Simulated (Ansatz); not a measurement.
C26N (cell with a defect)

Input

```
crystal:
  lattice:
    - [4.933065567, -4.2721600996, 0.0]
    - [-6.1663319588, -2.1360800497, 0.0]
    - [0.0, 0.0, -8.4654494173]
  atoms:
    - { symbol: "N", position: [0.7619047619, 0.8095238095, 0.75] }
    - { symbol: C, position: [0.1428571429, 0.7142857143, 0.75] }
    - { symbol: C, position: [0.7142857143, 0.5714285714, 0.75] }
    - { symbol: C, position: [0.2857142857, 0.4285714286, 0.75] }
    - { symbol: C, position: [0.8571428571, 0.2857142857, 0.75] }
    - { symbol: C, position: [0.4285714286, 0.1428571429, 0.75] }
    - { symbol: C, position: [0.0, 0.0, 0.75] }
    - { symbol: C, position: [0.5714285714, 0.8571428571, 0.25] }
    - { symbol: C, position: [0.1428571429, 0.7142857143, 0.25] }
    - { symbol: C, position: [0.7142857143, 0.5714285714, 0.25] }
    - { symbol: C, position: [0.2857142857, 0.4285714286, 0.25] }
    - { symbol: C, position: [0.8571428571, 0.2857142857, 0.25] }
    - { symbol: C, position: [0.4285714286, 0.1428571429, 0.25] }
    - { symbol: C, position: [0.0, 0.0, 0.25] }
    - { symbol: C, position: [0.3333333333, 0.6666666667, 0.75] }
    - { symbol: C, position: [0.9047619048, 0.5238095238, 0.75] }
    - { symbol: C, position: [0.4761904762, 0.380952381, 0.75] }
    - { symbol: C, position: [0.0476190476, 0.2380952381, 0.75] }
    - { symbol: C, position: [0.619047619, 0.0952380952, 0.75] }
    - { symbol: C, position: [0.1904761905, 0.9523809524, 0.75] }
    - { symbol: C, position: [0.5238095238, 0.619047619, 0.25] }
    - { symbol: C, position: [0.0952380952, 0.4761904762, 0.25] }
    - { symbol: C, position: [0.6666666667, 0.3333333333, 0.25] }
    - { symbol: C, position: [0.2380952381, 0.1904761905, 0.25] }
    - { symbol: C, position: [0.8095238095, 0.0476190476, 0.25] }
    - { symbol: C, position: [0.380952381, 0.9047619048, 0.25] }
    - { symbol: C, position: [0.9523809524, 0.7619047619, 0.25] }
basis:
  ecutwfc: 420
  xc_grid: 2
kpoints:
  mp_grid: { grid: [4, 4, 3], shift: [0.0, 0.0, 0.0] }
hamiltonian:
  xc: pbe
scf:
  occupations: { method: gaussian, width: 0.1 }
output:
  forces: true
  stress: false
  eigenvalues: true
  write_density: true
  write_potential: true
  elf: true
  volumetric_format: npy
relax:
  adjacent_minimum: "off"
  f_tol: 0.02
  max_steps: 60
```

Launched as:

```sh
ansatz run input.yaml --threads 4 --pin off --max-ram 8192MiB --backend cpu --events-out ev --progress --plain --runs-dir out
```

The fields are those of the relaxed geometry.

Computed without spin polarisation.

Method: DFT PBE, scalar-relativistic, plane waves, PAW in Ansatz 0.2.0.

The density is the valence pseudo-density of a PAW calculation; it isn't the true density close to the nuclei.

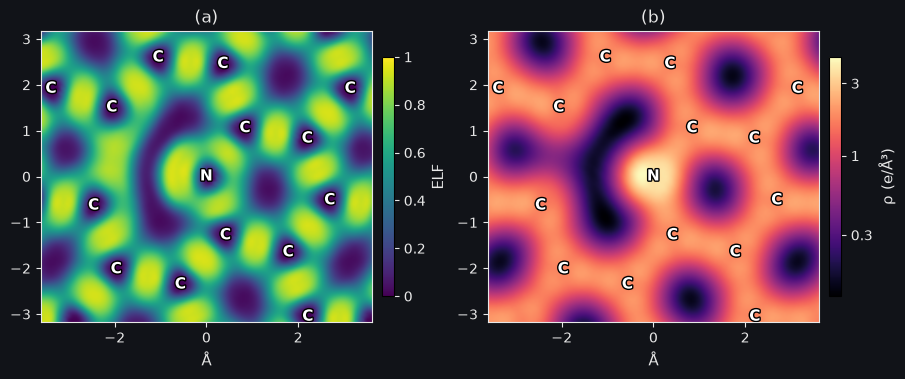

Figure 1. (a) electron localisation function; (b) valence charge density (pseudo) on the (001) plane of the calculation cell.

> What do the fields say about this system?

The plane passes through N and C nuclei.
C–N (1.35 Å): the density is about 2.4 e/Å³ at the midpoint; the ELF peaks at about 0.90 between the atoms.
C–C (1.38 Å): ρ is about 2.2 e/Å³ halfway; the ELF peaks at about 0.95 between the atoms.
C–C (1.42 Å): ρ at the midpoint is about 2.1 e/Å³; the ELF peaks at about 0.95 between the atoms.
C–C (1.47 Å): the density is about 1.8 e/Å³ at the midpoint; the ELF peaks at about 0.95 between the atoms.
Between the atoms the lowest density in this plane is 0.12 e/Å³.

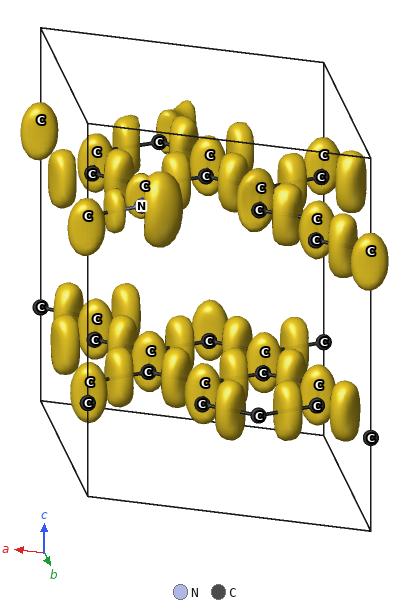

Figure 2. Isosurface of the ELF at 0.8 (yellow), seen at an oblique angle. Only the valence region is drawn (cores and ρ < 0.01 e/Å³ removed). Sticks mark near contacts.

> What do the ELF domains correspond to?

At this value the surface marks out 37 regions between bonded C–C atoms, two regions between bonded C–N atoms, one lobe on N, pointing away from the bonds (lone pairs) and one pocket between the atoms, centred on no nucleus (multi-centre or interstitial), counted in one cell of 27 atoms. Any copies at cell faces, edges or corners count once.

> Does the calculation give a band gap?

It is gapless in this calculation (a metal or semimetal).
